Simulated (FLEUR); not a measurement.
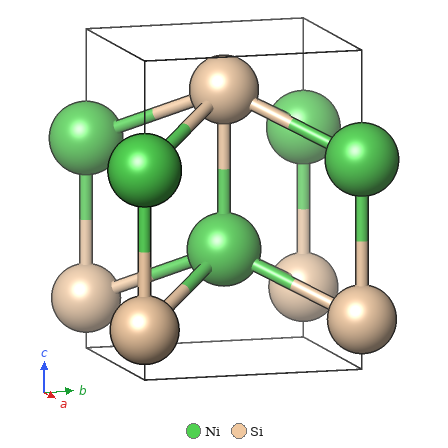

System: SiNi, space group Pmmn (No. 59). The picture shows the conventional cell.

Starting cell:
```
CELL_PARAMETERS angstrom
2.94277 0.00000 0.00000
0.00000 3.28033 0.00000
0.00000 0.00000 4.67745
ATOMIC_POSITIONS crystal
Ni 0.50000 0.50000 0.34250
Ni 0.00000 0.00000 0.65750
Si 0.50000 0.50000 0.84314
Si 0.00000 0.00000 0.15686
```

Computed with FLEUR MaX-R8.1 (later development tree): all-electron LAPW DFT, collinear spins; energies at scaled volumes of the given cell, shape and fractions fixed, counted from the fit's minimum, third-order Birch-Murnaghan fit. Level: PBEsol, collinear spin.

| setting | value |
| --- | --- |
| k mesh | 9×8×6 |
| occupations | Fermi–Dirac |
| smearing width | 0.05 eV |
| potentials | all electron |
| program settings | basis FLAPW, kmax 5.27 1/bohr |

Describe the result: the energy against volume. The volume takes the values 10.61, 10.84, 11.06, 11.29, 11.51, 11.74, 11.97 Å³/atom.

A third-order Birch–Murnaghan fit gives V0 = 11.30 Å³/atom, B0 = 202 GPa and B′ = 4.6. The energy is 29.58 meV/atom at volume 10.61 Å³/atom and 22.31 meV/atom at 11.97 Å³/atom; the lowest computed point is at volume 11.29 Å³/atom (0.00 meV/atom), in a single well.

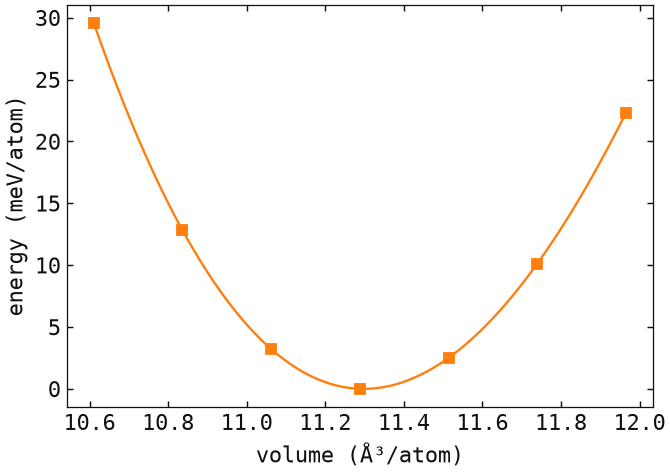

Keep in mind: shape and atomic fractions are frozen while scaling, which makes layered, chain and framework solids too stiff.
